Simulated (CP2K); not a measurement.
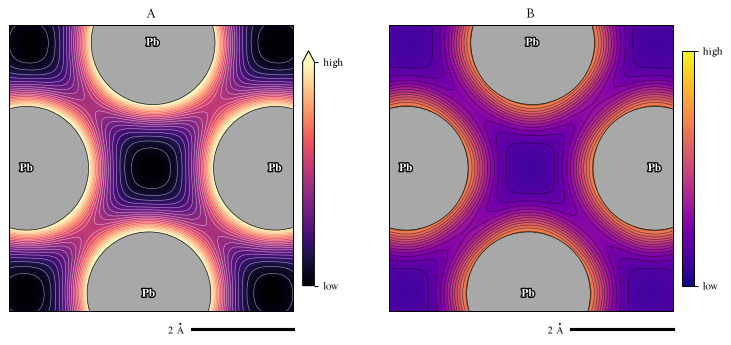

Pb: 2 fields on the (010) plane of the standardised cell, with unlabelled colour scales. Grey discs cover the atomic cores.

Space group P-1; computed pressure about 3 GPa in this cell.

These are results of CP2K, Kohn-Sham DFT of a periodic cell, WC, GTH-PBE with UZH-TZVP basis, not measurements.

Q: Match the panels to the quantities (electron localisation function and valence pseudo-density).

A: Panel A: valence pseudo-density. Panel B: electron localisation function. From the grid: Pb–Pb (3.46 Å): ρ is about 0.12 e/Å³ halfway; the ELF is about 0.30 at the midpoint: no localised pair shows between them. Pb–Pb (3.52 Å): ρ is about 0.11 e/Å³ halfway; the ELF is about 0.30 at the midpoint.
